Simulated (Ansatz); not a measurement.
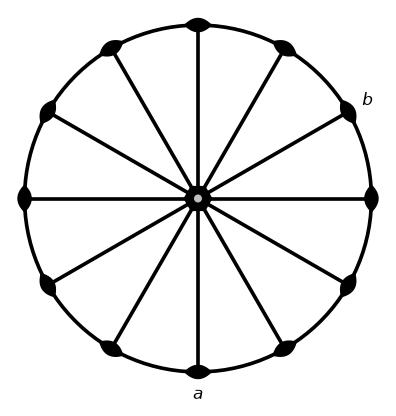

Stereographic projection: heavy lines are mirror planes (a heavy rim: a mirror in the plane of the page); lens, triangle, square and hexagon are 2-, 3-, 4- and 6-fold axes, a lens in an open square is −4, a triangle in an open hexagon −6; thin dashed diameters join the ends of axes that lie in the page; a small open circle marks inversion. The c axis points at the viewer. Computed from the symmetry operations of a computed or model structure of composition W, which need not be its known form.

Q: Name the crystal class.

A: 6/mmm (D6h), order 24, hexagonal system: one sixfold axis, six twofold axes, seven mirror planes, an inversion centre.

Q: Which physical properties does it allow?

A: It is centrosymmetric, so neither piezoelectric nor pyroelectric; it is not chiral.
